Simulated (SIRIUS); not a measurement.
# Energy of Ti along an even scaling of the cell

System: Ti (Im-3m, 1 atom in the cell).
Method: Kohn-Sham DFT of a periodic cell, PBEsol, dojo-sr-pbesol-0.4.1-standard, no spin polarisation (SIRIUS 7.12.0).

The 7 runs differ only in the geometry, by an even scaling of the cell at fixed fractional positions. The structure derives from an entry of the Crystallography Open Database.

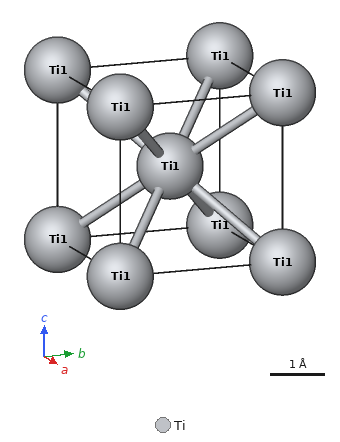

Figure 1. The structure of run 4 (ball-and-stick view of the cell 2 times as large as that of the calculation, set on its symmetry axes, seen slightly off an axis; atoms are numbered from 1 in the order of the input).

## Input of run 4
```
{
  "control": {
    "processing_unit": "cpu",
    "verbosity": 2,
    "num_bands_to_print": 13,
    "print_forces": true,
    "print_stress": true
  },
  "parameters": {
    "electronic_structure_method": "pseudopotential",
    "xc_functionals": ["XC_GGA_X_PBE_SOL", "XC_GGA_C_PBE_SOL"],
    "gk_cutoff": 9.2,
    "pw_cutoff": 18.4,
    "ngridk": [11, 11, 11],
    "shiftk": [0, 0, 0],
    "smearing": "fermi_dirac",
    "smearing_width": 0.0018374661,
    "num_bands": 13,
    "num_mag_dims": 0,
    "num_dft_iter": 100,
    "energy_tol": 1e-08,
    "density_tol": 1e-06
  },
  "iterative_solver": {
    "type": "davidson",
    "min_tolerance": 1e-10
  },
  "mixer": {
    "type": "anderson",
    "beta": 0.7,
    "max_history": 8
  },
  "settings": {
    "tol_ne": 1e-10,
    "pseudo_grid_cutoff": 6.5
  },
  "unit_cell": {
    "lattice_vectors": [
      [-0.57735026919, 0.57735026919, 0.57735026919],
      [0.57735026919, -0.57735026919, 0.57735026919],
      [0.57735026919, 0.57735026919, -0.57735026919]
    ],
    "lattice_vectors_scale": 5.3711598245,
    "atom_coordinate_units": "lattice",
    "atom_types": ["Ti"],
    "atom_files": {
      "Ti": "Ti.json"
    },
    "atoms": {
      "Ti": [
        [0.0, 0.0, 0.0]
      ]
    }
  }
}
```

Command:
```bash
upf_to_json Ti.upf
OMP_NUM_THREADS=1 sirius.scf --input=sirius.json --output=out.json --task=0
```

Lattice vectors (Å) and fractional positions of run 4:
```
  -1.641000    1.641000    1.641000
   1.641000   -1.641000    1.641000
   1.641000    1.641000   -1.641000
Ti  0.000000  0.000000  0.000000
```

Run 2 has the same physical settings and fractional positions; its lattice vectors (Å) are:
```
  -1.618822    1.618822    1.618822
   1.618822   -1.618822    1.618822
   1.618822    1.618822   -1.618822
```

## Results, with one run withheld

| run | volume per atom (Å³) | free energy per atom, from the lowest run given (meV) | pressure (GPa) |
| --- | --- | --- | --- |
| 1 | 16.616 | 0.00 | −0.57 |
| 2 | 16.969 | ? | ? |
| 3 | 17.323 | 12.25 | −4.86 |
| 4 | 17.676 | 25.04 | −6.72 |
| 5 | 18.030 | 41.73 | −8.41 |
| 6 | 18.383 | 61.98 | −9.94 |
| 7 | 18.737 | 85.46 | −11.34 |

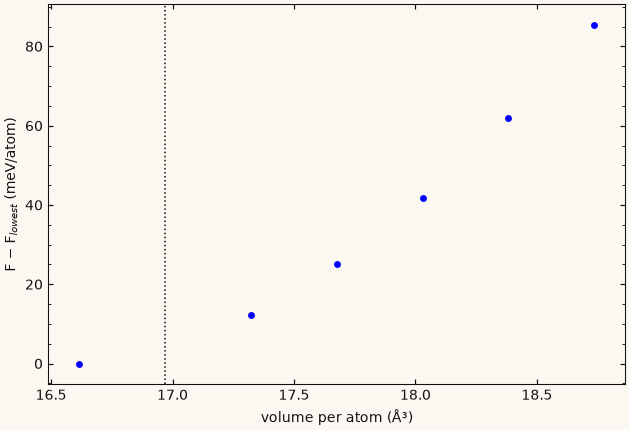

Figure 2. Free energy per atom of the runs given; the dotted line marks run 2.

What should run 2 give?

A cubic polynomial in V^(−2/3) (the Birch–Murnaghan form), fitted to the 6 runs given, misses them by at most 0.02 meV per atom. With x = V^(−2/3) − 0.14684 Å⁻², it reads F = 29.186 − 8140.2 x + 5.7064e+05 x² − 8.0825e+05 x³ (meV per atom). At run 2 it gives 3.75 meV per atom, and the run itself gives 3.76. The slope of the fit gives a pressure −dF/dV of −2.81 GPa there, and the run prints −2.82 GPa. The fit has no minimum inside this range.

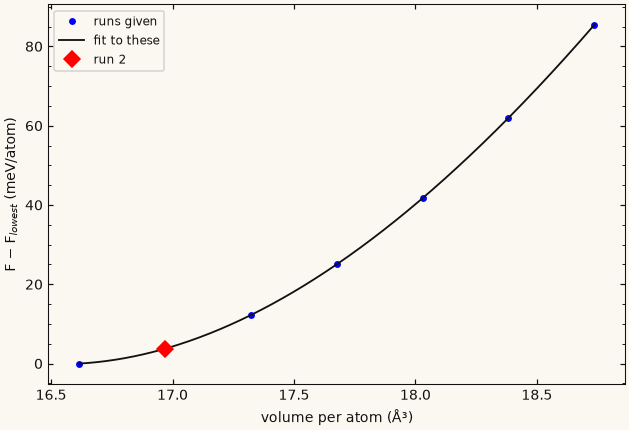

Figure 3. The fit and the withheld run.

## Some lines of the output (run 2)
```
[...]
[find] Total energy                   :     -59.29637659 (Ha),    -118.59275318 (Ry)
[find] Free energy (E-TS)             :     -59.29713600 (Ha),    -118.59427200 (Ry)
[find] Efermi                         :       0.49181951
[find] Total energy                   :     -59.29637664 (Ha),    -118.59275328 (Ry)
[find] Free energy (E-TS)             :     -59.29713600 (Ha),    -118.59427201 (Ry)
[find] Efermi                         :       0.49181406
[find] Total energy                   :     -59.29637661 (Ha),    -118.59275323 (Ry)
[find] Free energy (E-TS)             :     -59.29713601 (Ha),    -118.59427201 (Ry)
[find] Efermi                         :       0.49181779
[find] Total energy                   :     -59.29637662 (Ha),    -118.59275324 (Ry)
[find] Free energy (E-TS)             :     -59.29713601 (Ha),    -118.59427202 (Ry)
[find] Efermi                         :       0.49181707
[find] Total energy                   :     -59.29637662 (Ha),    -118.59275325 (Ry)
[find] Efermi                         :       0.49181648
```
